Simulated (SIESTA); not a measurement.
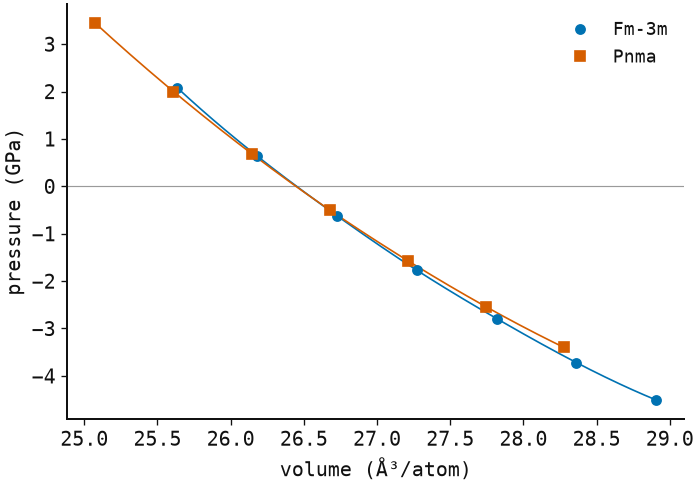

Plotted: pressure against volume, with one curve for each structure, for SnSe.

Method: DFT in numerical atomic orbitals with pseudopotentials, no spin polarisation; energies at scaled volumes of the given cell, shape and fractions fixed, counted from the fit's minimum, third-order Birch-Murnaghan fit (SIESTA 5.4.2). Level: LDA.

- occupations: Fermi–Dirac
- smearing width: 0.05 eV
- potentials: PseudoDojo 0.4 standard, converted to PSML, two zetas on semicore shells

Settings that differ: Fm-3m: k mesh 8×8×8; Pnma: k mesh 2×4×4.

> Order the curves by fitted bulk modulus, smallest first.

Pnma 58.3, Fm-3m 61.8 GPa.

> For Fm-3m: read off the course of the pressure.

It falls from 2.08 GPa at volume 25.63 Å³/atom to −4.51 GPa at 28.91 Å³/atom, and changes sign near 26.46 Å³/atom.

> For Pnma: what does the pressure do across the range?

It falls from 3.44 GPa at volume 25.08 Å³/atom to −3.40 GPa at 28.28 Å³/atom, and changes sign near 26.45 Å³/atom.

Limits of the calculation: mulliken charges of long orbitals.
